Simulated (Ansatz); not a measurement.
**SiGe₆: density, localisation and related maps**

The calculation's input:

```
crystal:
  lattice:
    - [5.1789156831, 2.9900483638, 3.1953212064]
    - [-5.1789156831, 2.9900483638, 3.1953212064]
    - [0.0, -5.9800967275, 3.1953212064]
  atoms:
    - { symbol: Si, position: [0.1203868107, 0.1203868107, 0.1203868107] }
    - { symbol: Si, position: [0.8796131893, 0.8796131893, 0.8796131893] }
    - { symbol: Ge, position: [0.592176364, 0.7332084702, 0.3054614291] }
    - { symbol: Ge, position: [0.8421081393, 0.9824464604, 0.5612866175] }
    - { symbol: Ge, position: [0.407823636, 0.2667915298, 0.6945385709] }
    - { symbol: Ge, position: [0.1578918607, 0.0175535396, 0.4387133825] }
    - { symbol: Ge, position: [0.6945385709, 0.407823636, 0.2667915298] }
    - { symbol: Ge, position: [0.4387133825, 0.1578918607, 0.0175535396] }
    - { symbol: Ge, position: [0.3054614291, 0.592176364, 0.7332084702] }
    - { symbol: Ge, position: [0.5612866175, 0.8421081393, 0.9824464604] }
    - { symbol: Ge, position: [0.7332084702, 0.3054614291, 0.592176364] }
    - { symbol: Ge, position: [0.9824464604, 0.5612866175, 0.8421081393] }
    - { symbol: Ge, position: [0.2667915298, 0.6945385709, 0.407823636] }
    - { symbol: Ge, position: [0.0175535396, 0.4387133825, 0.1578918607] }
basis:
  ecutwfc: 420
kpoints:
  mp_grid: { grid: [6, 6, 6] }
hamiltonian:
  xc: pbe
scf:
  occupations: { method: gaussian, width: 0.01 }
output:
  forces: true
  stress: true
  eigenvalues: true
  write_density: true
  write_potential: true
  elf: true
  volumetric_format: npy
relax:
  adjacent_minimum: "off"
  f_tol: 0.01
  max_steps: 30
  cell: { stress_tol: 0.1, fix: [volume] }
```

Command:

```sh
ansatz run input.yaml --threads 1 --pin off --max-ram 2560MiB --backend cpu --events-out ev --progress --plain --runs-dir out
```

Below, planes, directions and counts refer to the conventional cell (a = 10.36 Å, b = 10.36 Å, c = 9.59 Å, α = 90.00°, β = 90.00°, γ = 120.00°).

Space group R-3; a generated structure, not necessarily the stable one; changed on purpose from its base cell (volume × 0.91, shape and atoms relaxed); computed pressure about 7 GPa in this cell.

Theory: Ansatz 0.2.0, DFT PBE, scalar-relativistic, plane waves, PAW.

The density is the valence pseudo-density of a PAW calculation; it isn't the true density close to the nuclei.

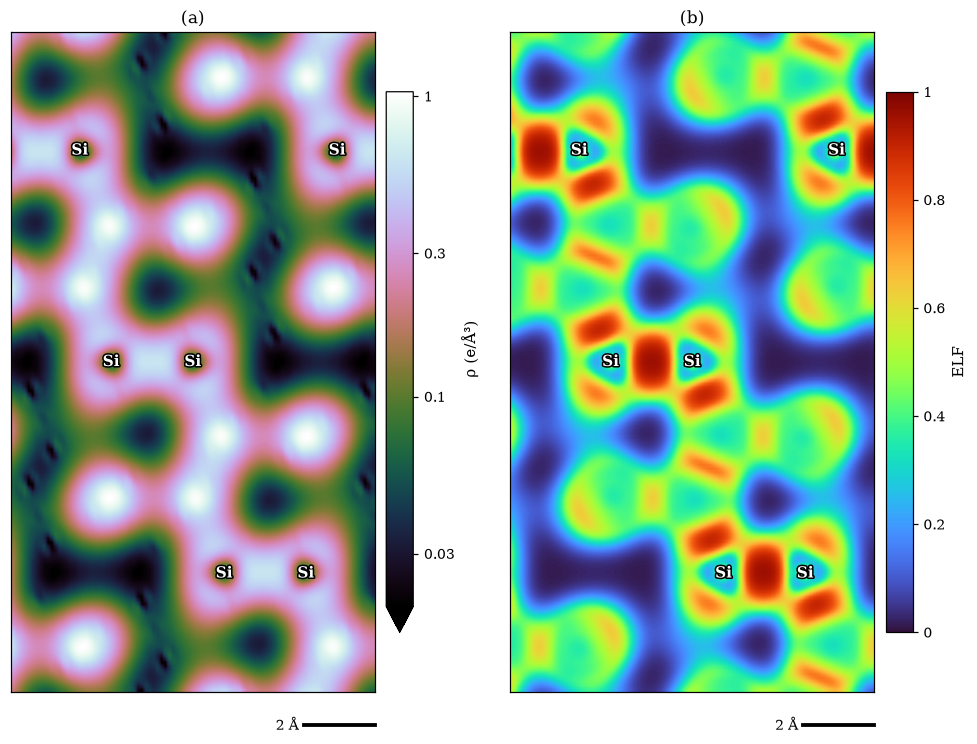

Figure 1. (a) valence charge density (pseudo); (b) electron localisation function on the (110) plane of the conventional cell.

Describe what can be read from this map.

Answer. Atoms in the plane: Si.
Atoms just off the plane (Ge, 0.7 Å away) can leave unmarked features too.
Si–Si (2.31 Å): the density is about 0.61 e/Å³ at the midpoint; the ELF peaks at about 0.95 between the atoms; a covalent bond.
Between the atoms the lowest density in this plane is 0.01 e/Å³.

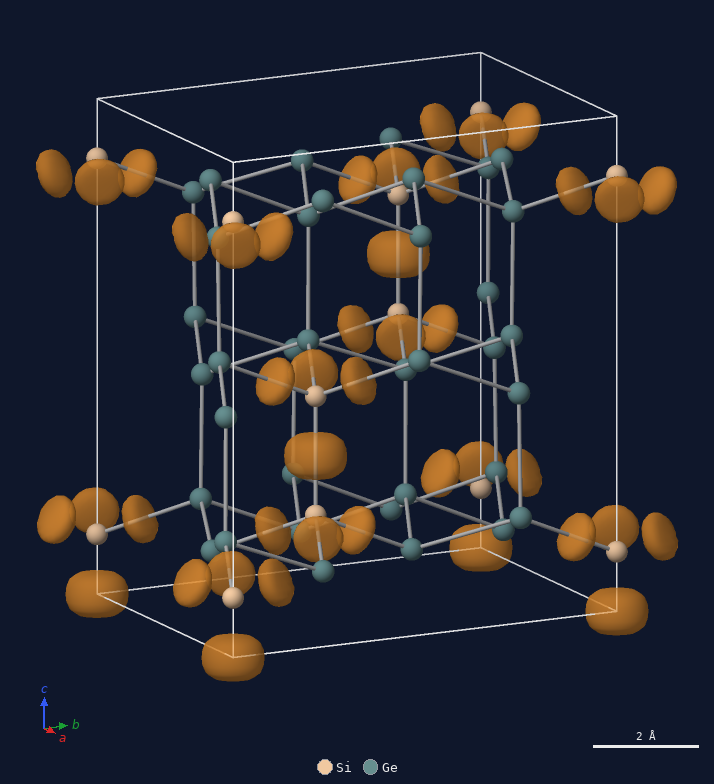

Figure 2. Isosurface of the ELF at 0.85 (orange), seen at an oblique angle. Only the valence region is drawn (cores and ρ < 0.01 e/Å³ removed). Sticks mark near contacts.

What do the ELF domains correspond to?

Answer. At this value the surface marks out 18 regions between bonded Ge–Si atoms (shared pairs) and three regions between bonded Si–Si atoms (shared pairs), counted in one cell of 42 atoms. Any copies at cell faces, edges or corners count once. Profiles from the grid: Si–Ge (2.36 Å): the ELF peaks at about 0.90 between the atoms; a shared electron pair.

Does the calculation make it a metal, or give it a gap?

Answer. It is gapped, with a Kohn–Sham gap of 0.51 eV on the k-point mesh, an upper bound to the gap of this method.
